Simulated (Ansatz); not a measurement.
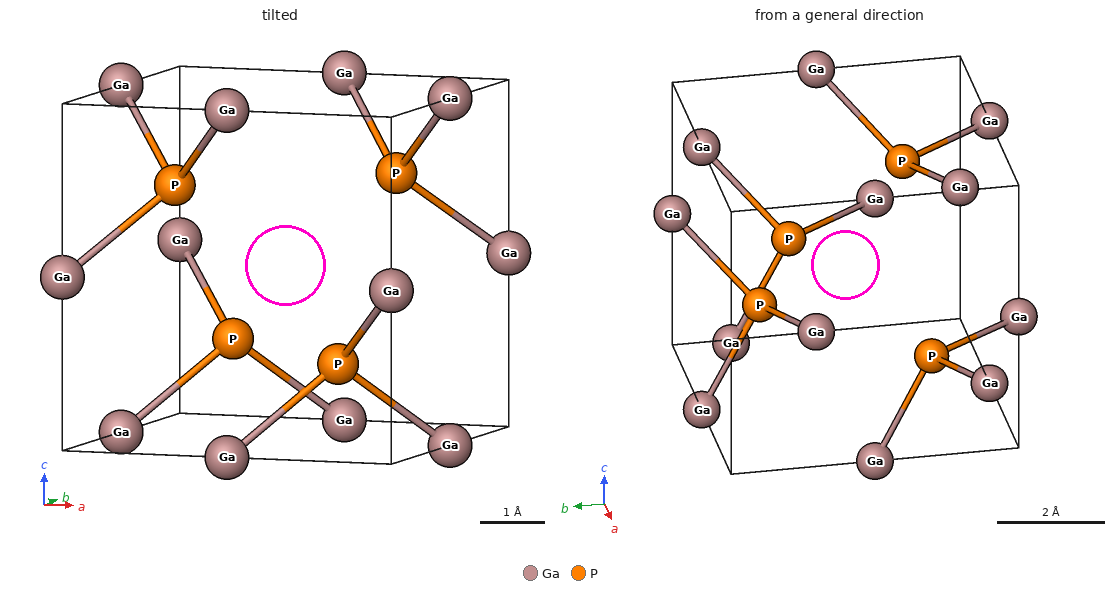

This ball-and-stick model is shown slightly off an axis and from a general direction. One supercell is framed, with atoms on its boundary repeated. The host is GaP, in a cell of 8 sites, and the cell is neutral. A ring marks the defect's site.

Name the defect and give its surroundings.

A gallium vacancy. Around the empty site lie four P at about 2.4 Å.

Results below were computed with DFT PBE, scalar-relativistic, plane waves, PAW (Ansatz 0.2.0); the settings were a kinetic-energy cutoff of 420 eV, k-grid 3×3×3, Gaussian smearing of 0.01 eV, collinear spins.

Is there a net moment in the defective cell?

Yes, 0.2 μB in the cell.

The atoms were relaxed in the host's cell with Ansatz 0.2.0, DFT PBE, scalar-relativistic, plane waves, PAW.
